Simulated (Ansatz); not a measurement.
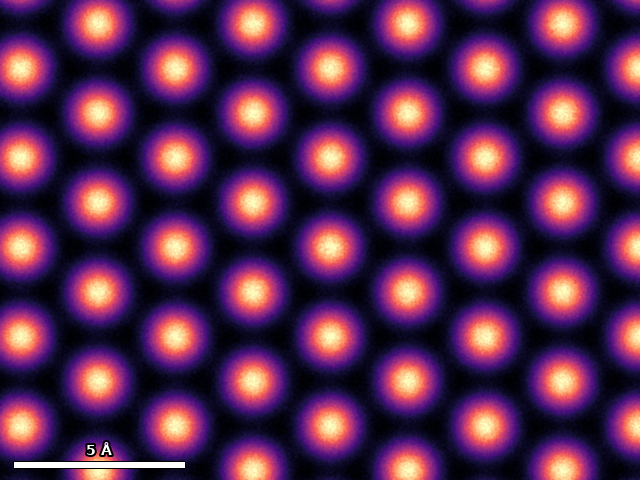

An image along [001] of one of the structures below (computed or model cells, partly hypothetical, each in its standard cell). Simulation: incoherent imaging, intensity Z^1.6 per atom, probe width 1.30 Å, thin sample. The probe carries 15 % of its weight in a tail 2.5 times as wide. Shot noise was added.

A. Ga
Space group C2/c (No. 15). a = 2.744 Å, b = 6.756 Å, c = 3.988 Å, α = 90.00°, β = 99.61°, γ = 90.00°
```
atom  site  symmetry       x       y       z
  Ga    4e         2  0.0000  0.3647  0.7500
```

B. Ga
Space group P6/mmm (No. 191). a = 4.552 Å, b = 4.552 Å, c = 2.918 Å, α = 90.00°, β = 90.00°, γ = 120.00°
```json
{"atom": "Ga", "site": "1a", "symmetry": "6/mmm", "x": "0.0000", "y": "0.0000", "z": "0.0000"}
{"atom": "Ga", "site": "2d", "symmetry": "-6m2", "x": "0.3333", "y": "0.6667", "z": "0.5000"}
```

C. V
Space group Pm-3m (No. 221). a = 2.425 Å, b = 2.425 Å, c = 2.425 Å, α = 90.00°, β = 90.00°, γ = 90.00°
```
atom  site  symmetry       x       y       z
   V    1a      m-3m  0.0000  0.0000  0.0000
```

D. Ga
Space group P6_3/mmc (No. 194). a = 2.934 Å, b = 2.934 Å, c = 4.632 Å, α = 90.00°, β = 90.00°, γ = 120.00°
```json
{"atom": "Ga", "site": "2c", "symmetry": "-6m2", "x": "0.3333", "y": "0.6667", "z": "0.2500"}
```

Q: Which structure was imaged?

B, Ga. Along [001] the projected cells are A 2.71 × 3.64 Å, 112°; B 2.63 × 2.63 Å, 120°; C 2.42 × 2.42 Å, 90°; D 2.93 × 2.93 Å, 120°. The image repeats as B does.

Structure B: the geometry relaxed with DFT, LDA (PW92), plane waves (420 eV) with PAW, scalar-relativistic in Ansatz; the starting structure was generated, so it need not be a known form of this composition.
